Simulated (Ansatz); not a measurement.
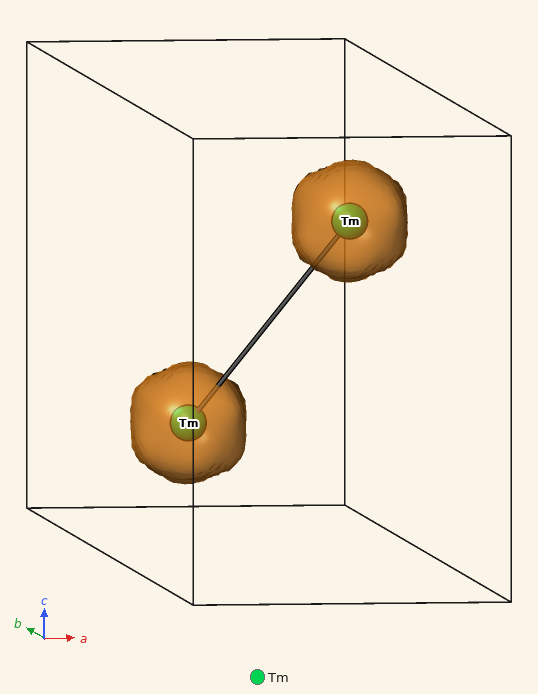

*Tm. Isosurface of the spin density at +0.15 e/Å³ (orange), seen at an oblique angle. Sticks mark near contacts.*

Space group P6₃/mmc; the SCF solution may not be the lowest one; no Hubbard U on the f states and no spin–orbit coupling; the program warned that a lower state may break the symmetry and an open shell was started evenly filled; spin-polarised.

Method: Kohn-Sham DFT of a periodic cell, PBEsol, Ansatz PAW (Ansatz 0.2.0).

Core electrons are frozen (PAW), and the valence fields are smoothed inside the atomic spheres.

```
Tm
1.0
     3.56093    0.00000    0.00000
    -1.78046    3.08385    0.00000
     0.00000    0.00000    5.59139
Tm
2
Direct
  0.66667 0.33333 0.75000
  0.33333 0.66667 0.25000
```

> Describe the spin distribution.

The spin density sits on Tm: +1.2 μB (×2) in one cell of 2 atoms: parallel main moments (a ferromagnetic arrangement) in this solution. The cell of the calculation (2 atoms) carries 2.2 μB of net spin moment.
